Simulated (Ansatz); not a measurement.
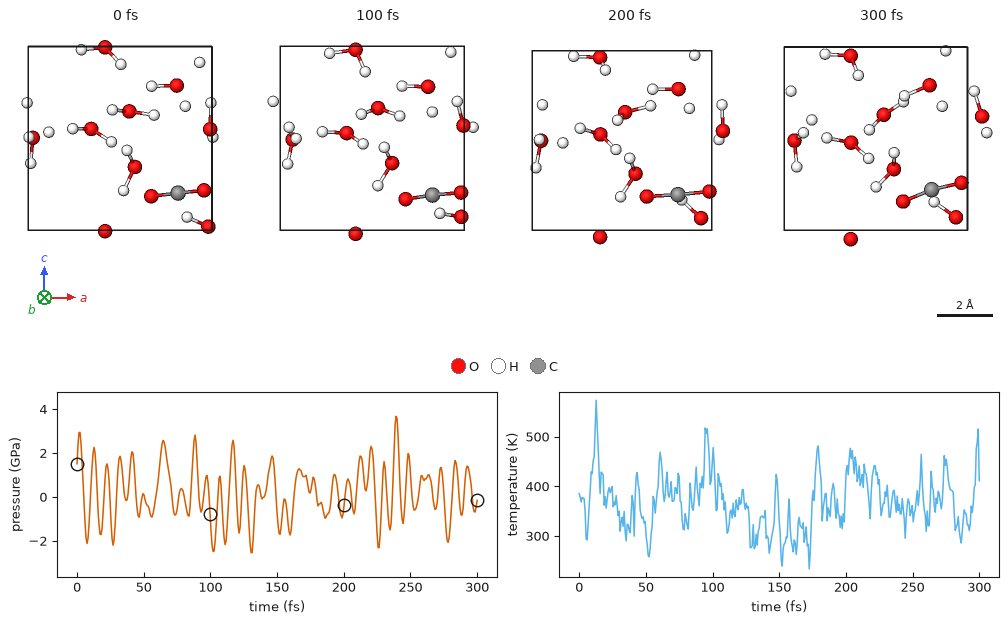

A Born-Oppenheimer molecular dynamics run of a periodic cell with 8 H2O + 1 CO2 at 1.021 g/cm³, 300 fs long. It starts from the last geometry of an earlier run, with fresh velocities. Frames and the history of the run. A ball-and-stick model of the simulation cell, seen along the b axis.

Theory: DFT PBE-D3(BJ), scalar-relativistic, plane waves, PAW in Ansatz 0.2.0. Settings: plane-wave cutoff 420 eV; k-point mesh 1 × 1 × 1; Fermi-Dirac smearing 0.05 eV; Langevin thermostat and barostat (NPT); set temperature 400 K; time step 0.75 fs; friction 0.05 per fs; target pressure 0 GPa.

Q: What happens in this trajectory?

A: Over the second half the temperature averages 368 K (spread ±53 K). The potential energy in the second half lies on average 10.4 meV per atom below the first frame. The mean pressure there is 0.2 GPa. The volume ends −0.8 % from the start. In the second half of the run the atoms are, in the root-mean-square, this far from where they began (common drift taken out): H 0.55 Å, O 0.45 Å, C 0.21 Å. The heavy atoms stay within a fraction of a molecule's size of their starting places; so short a run doesn't tell a liquid from a solid.

Limits of the set-up: the periodic images lie only 6.7 Å apart, so the values are limited by the cell's size.
